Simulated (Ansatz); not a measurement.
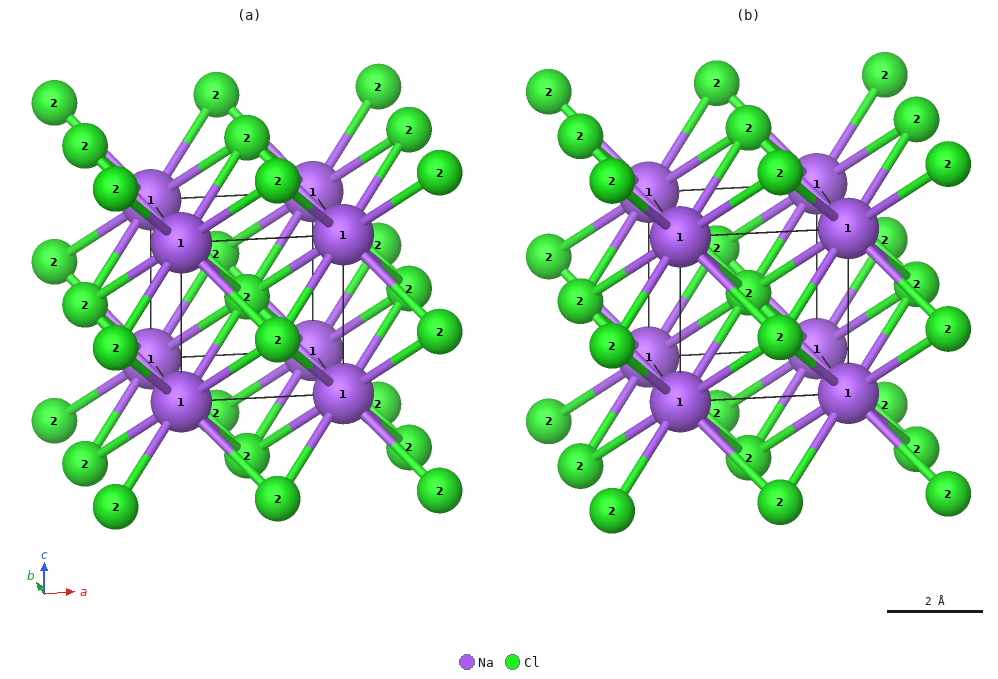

Left: a symmetric starting cell of NaCl. Right: the same structure after one change, at the same scale. A ball-and-stick model of the cell of the calculation, seen slightly off an axis.

Method: Ansatz, DFT PBEsol, scalar-relativistic, plane waves, PAW. (plane-wave cutoff 420 eV; k-point mesh 6 × 6 × 6; occupations gaussian; smearing width 0.02 eV; no spin polarisation)

**What distinguishes the right structure from the left one?**

All lengths are scaled by +3.7 % (volume +11.6 %), the atoms keeping their fractional coordinates. No relaxation follows. The starting cell wasn't computed here and needn't be at equilibrium, so pressure and forces aren't due to the change alone.

**How do the computed properties respond?**

Some distances before and after: Cl–Na 3.033 → 3.146 Å. The space group stays Pm-3m (No. 221). The pressure is −3.1 GPa (not all of it need come from the change, since the unchanged cell can be under pressure at this level too). All forces vanish by symmetry.
